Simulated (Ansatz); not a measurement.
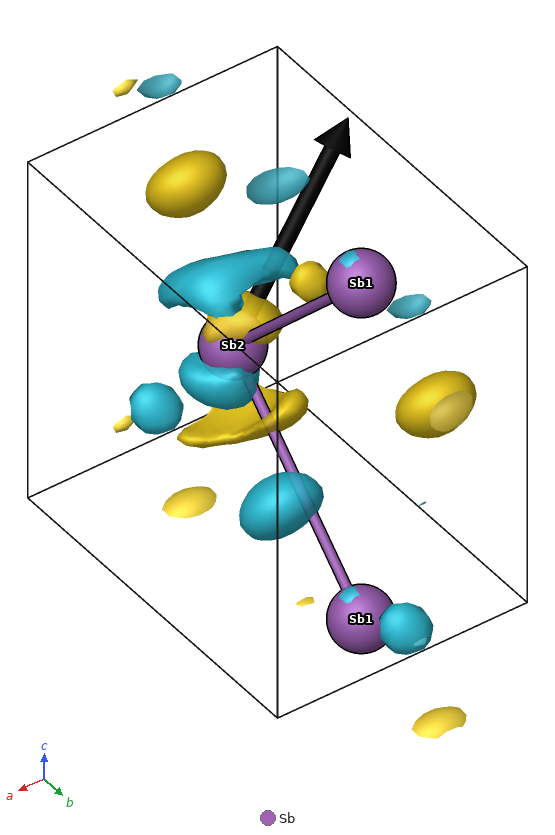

*Sb. Sb2 was moved by 0.05 Å roughly along [−1 0 1] in the axes of the cell drawn (arrow, not to scale). Change of the density less the rigid motion of the neutral atom's own density: yellow surfaces at +0.003 and cyan ones at −0.003 e/Å³, in the cell of the calculation (origin moved) seen along [111].*

Space group P2_1/m. No gap opens at this level; semilocal functionals can close small gaps. The cell comes from a database of computed structures, not from a measurement.

Computed with Ansatz, DFT PBE, scalar-relativistic, plane waves, PAW.

Core electrons are frozen (PAW), so the fields are smoothed inside the atomic spheres.

### Describe the electronic response.

About 0.02 e is rearranged in the cell. Outside the cores the largest gain, 0.005 e/Å³, lies 1.5 Å from an antimony nucleus, and the largest loss, 0.005 e/Å³, lies 1.4 Å from an antimony nucleus.

### What restoring force does the calculation give for this move?

The force on it changes by 0.05 eV/Å along the move, against it: a stiffness of about 1 eV/Å² for this sublattice shift.
